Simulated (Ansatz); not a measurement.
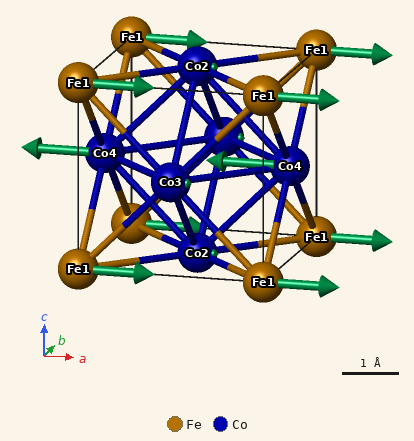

The lowest optical mode of solid FeCo$_{3}$, space group Pm-3m (No. 221), at the zone centre. The green arrows are the displacements of the atoms (eigenvector over the root of the mass), of arbitrary overall length and sign. Style: ball-and-stick. Shown: the cell of the calculation, slightly off an axis.

The calculation used DFT PBEsol, scalar-relativistic, plane waves, PAW in Ansatz. Set-up: plane-wave cutoff 420 eV; k-point mesh 12 × 12 × 12; occupations gaussian; smearing width 0.2 eV; collinear spin.

The frequencies depend somewhat on the k-mesh and the smearing.

> Is the structure stable against all modes at this point?

Yes: this softest mode has a real frequency, and so have all others here. That speaks for this wave vector alone: the rest of the zone wasn't checked in this run. This is the T₁u mode (triply degenerate; one member of the set is drawn) at 206 cm⁻¹, the lowest optical level, infrared-active by symmetry. All motion is along a; the kinetic energy is shared as Co 58 %, Fe 42 %. The crystal is a metal, so free carriers screen the infrared response.
